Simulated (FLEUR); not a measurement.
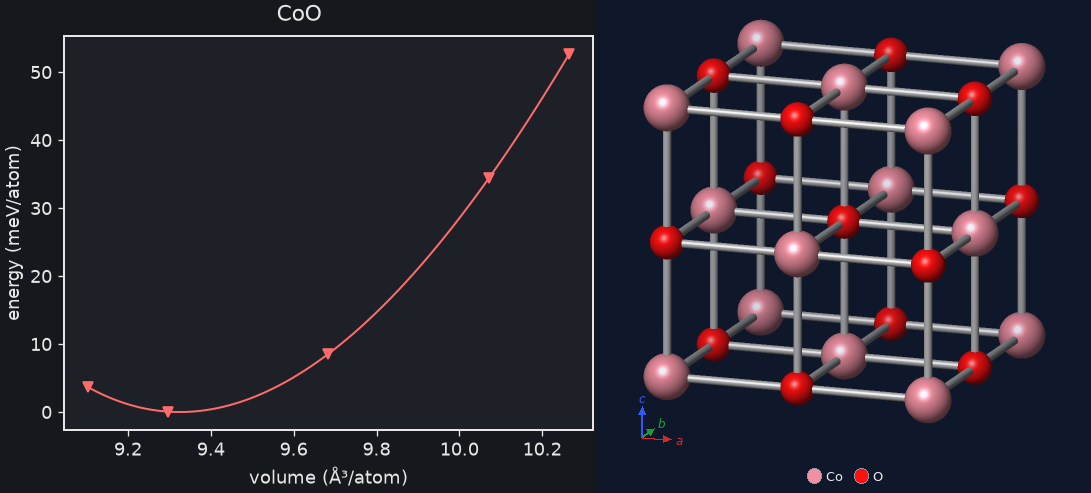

The figure shows the energy against volume for CoO, space group Fm-3m (No. 225). The conventional cell is drawn beside the plot.

Cell as given: a = 3.014 Å, b = 3.014 Å, c = 3.014 Å, α = 60.00°, β = 60.00°, γ = 60.00°; 2 atoms.

How it was computed, with FLEUR MaX-R8.1 (later development tree): all-electron LAPW DFT, collinear spins; energies at scaled volumes of the given cell, shape and fractions fixed, counted from the fit's minimum, third-order Birch-Murnaghan fit. Level: r2SCAN, collinear spin.

- k mesh: 11×11×11
- occupations: Fermi–Dirac
- smearing width: 0.05 eV
- potentials: all electron
- program settings: basis FLAPW, kmax 4.78 1/bohr

This calculation gives: equilibrium volume 9.32 Å³/atom and bulk modulus 213 GPa.

Now Co is replaced by Ni on all its sites, which gives NiO in the same structure. Predict the effect.

The equilibrium volume falls from 9.32 to 9.18 Å³/atom (−1.5 %) and the bulk modulus hardly changes (213 and 216 GPa).

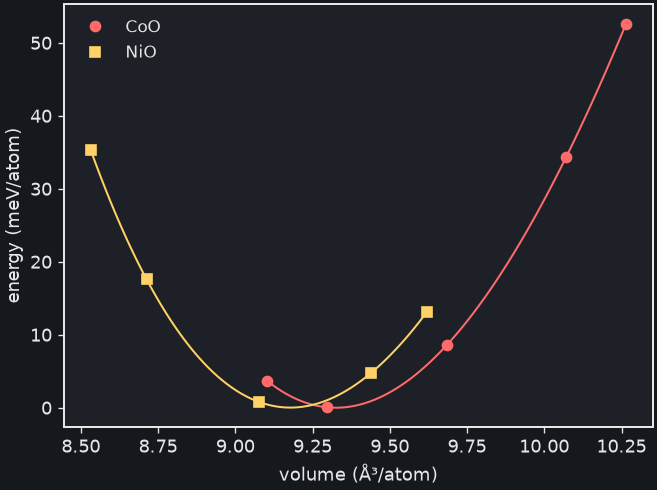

The two results together.

V0 and the bulk modulus come from third-order Birch–Murnaghan fits.
